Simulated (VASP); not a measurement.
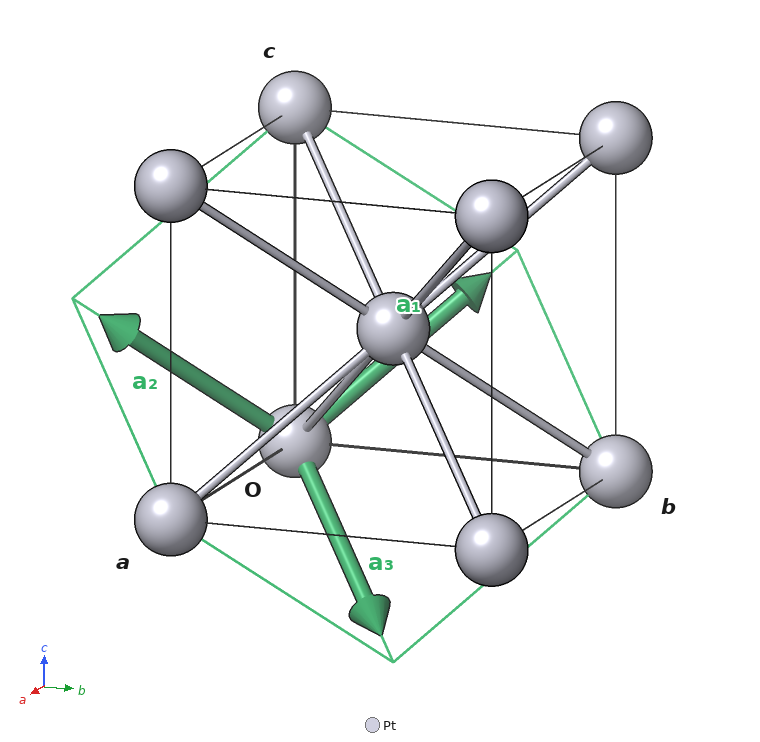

Crystal: Pt, the end point of a relaxation with VASP Kohn-Sham DFT of a periodic cell, LDA, VASP PAW LDA potentials, recommended in VASP. The conventional cell (thin) and a primitive cell (coloured, vectors a₁, a₂, a₃). Symmetry computed with spglib at a tolerance of 0.002 Å; standard conventional cell.

a = 3.104 Å, b = 3.104 Å, c = 3.104 Å, α = 90.00°, β = 90.00°, γ = 90.00°.

Q: What is the centring, and how are the primitive vectors built?

A: I, body-centred cubic, with lattice points at (0, 0, 0), (1/2, 1/2, 1/2). a₁ = −1/2 a + 1/2 b + 1/2 c; a₂ = 1/2 a − 1/2 b + 1/2 c; a₃ = 1/2 a + 1/2 b − 1/2 c.

Q: Give the primitive cell's size and content.

A: Edges 2.688, 2.688, 2.688 Å; angles 109.47°, 109.47°, 109.47°; volume 14.95 Å³, 1/2 of the conventional cell; 1 of its 2 atoms.
